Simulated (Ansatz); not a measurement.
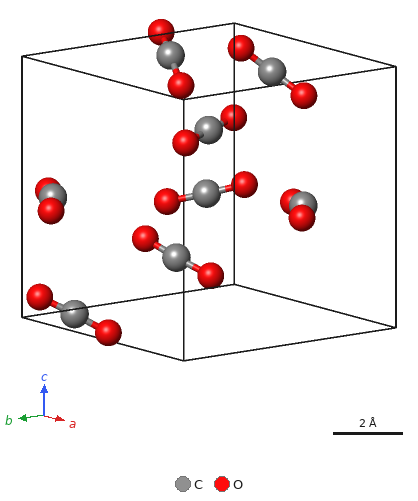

Starting frame of a dynamics run of a periodic cell with 8 CO2 at 1.23 g/cm³. It starts from the last geometry of an earlier run, with fresh velocities. A ball-and-stick model of the simulation cell, seen from a free direction.

These are results of DFT PBE-D3(BJ), scalar-relativistic, plane waves, PAW in Ansatz 0.2.0, not measurements.

The input:
```yaml
accuracy: low
crystal:
  lattice:
    - [7.803549, 0.0, 0.0]
    - [0.0, 7.803549, 0.0]
    - [0.0, 0.0, 7.803549]
  atoms:
    - { symbol: C, position: [0.79557385, 0.28011416, 0.46610838] }
    - { symbol: O, position: [0.87687313, 0.38849743, 0.50752917] }
    - { symbol: O, position: [0.68952779, 0.20527075, 0.39169853] }
    - { symbol: C, position: [0.7325883, 0.67737178, 0.79554184] }
    - { symbol: O, position: [0.86382558, 0.65939333, 0.86220767] }
    - { symbol: O, position: [0.59306428, 0.67984135, 0.72342248] }
    - { symbol: C, position: [0.60980656, 0.73569474, 0.29421481] }
    - { symbol: O, position: [0.58083427, 0.86002155, 0.37765509] }
    - { symbol: O, position: [0.64718744, 0.60257131, 0.21384928] }
    - { symbol: C, position: [0.04714114, 0.33551137, 0.92387189] }
    - { symbol: O, position: [0.10156089, 0.42126203, 1.03259422] }
    - { symbol: O, position: [0.00892669, 0.2574057, 0.79218125] }
    - { symbol: C, position: [0.14063976, 0.85879907, 1.01557192] }
    - { symbol: O, position: [0.04946202, 0.95280908, 1.07730552] }
    - { symbol: O, position: [0.2372658, 0.77283316, 0.94910712] }
    - { symbol: C, position: [0.33357827, 0.38352362, 0.4486909] }
    - { symbol: O, position: [0.28462087, 0.5320089, 0.42880041] }
    - { symbol: O, position: [0.38842526, 0.24707403, 0.47502841] }
    - { symbol: C, position: [1.05742812, 0.89704947, 0.45273198] }
    - { symbol: O, position: [0.95333674, 0.82681409, 0.37489759] }
    - { symbol: O, position: [1.15285715, 0.99132625, 0.50615779] }
    - { symbol: C, position: [0.5814181, 0.26404072, -0.05903314] }
    - { symbol: O, position: [0.64893453, 0.16542018, -0.15153728] }
    - { symbol: O, position: [0.48887379, 0.33953159, 0.0254313] }
basis:
  ecutwfc: 420.0
kpoints:
  mp_grid: { grid: [1, 1, 1] }
hamiltonian:
  xc: pbe
  dispersion: d3bj
scf:
  occupations: { method: fermi_dirac, width: 0.02 }
  lower_state_search: "off"
md:
  timestep: 1
  n_steps: 390
  ensemble: nvt_langevin
  temperature: 1500.0
  initial_velocities: maxwell_boltzmann
  seed: 180268
  friction: 0.02
```

Launched with:
```bash
ansatz run input.yaml --threads 1 --pin off --max-ram 3072MiB --backend cpu --events-out ev --progress --plain --runs-dir out
```

What does the trajectory do?

Answer. The mean temperature in the second half is 1260 K (standard deviation 185 K). The potential energy in the second half lies on average 5.8 meV per atom above the first frame. In the second half of the run the atoms are, in the root-mean-square, this far from where they began (common drift taken out): O 1.20 Å, C 0.67 Å. The heavy atoms stay within a fraction of a molecule's size of their starting places; so short a run doesn't tell a liquid from a solid.

Along the run (each row but the first and the last is the mean over the interval that it begins):

```json
{"time (fs)": "0.0", "potential energy (meV/atom)": "0.0", "T (K)": "1438"}
{"time (fs)": "39.0", "potential energy (meV/atom)": "17.0", "T (K)": "1413"}
{"time (fs)": "78.0", "potential energy (meV/atom)": "13.8", "T (K)": "1322"}
{"time (fs)": "117.0", "potential energy (meV/atom)": "7.0", "T (K)": "1340"}
{"time (fs)": "156.0", "potential energy (meV/atom)": "22.3", "T (K)": "1447"}
{"time (fs)": "195.0", "potential energy (meV/atom)": "7.2", "T (K)": "1329"}
{"time (fs)": "234.0", "potential energy (meV/atom)": "0.3", "T (K)": "1067"}
{"time (fs)": "273.0", "potential energy (meV/atom)": "-3.6", "T (K)": "1340"}
{"time (fs)": "312.0", "potential energy (meV/atom)": "17.7", "T (K)": "1307"}
{"time (fs)": "351.0", "potential energy (meV/atom)": "7.0", "T (K)": "1256"}
{"time (fs)": "390.0", "potential energy (meV/atom)": "23.5", "T (K)": "1374"}
```

The paths of the atoms:

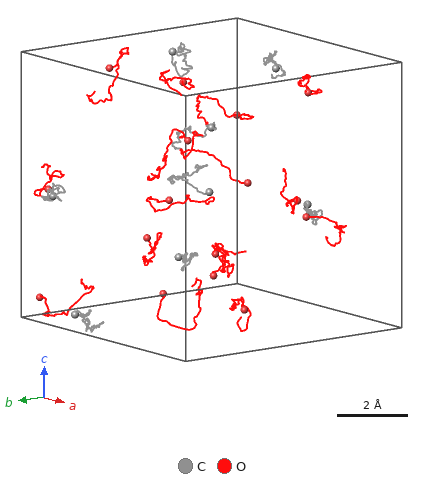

Limits of the set-up: the program's low-accuracy preset was used; the periodic images lie only 7.8 Å apart, so the values are limited by the cell's size.

The run took 11 min on 1 thread of Intel(R) Xeon(R) 6975P-C (Granite Rapids) (shared host), peak memory 0.49 GiB.
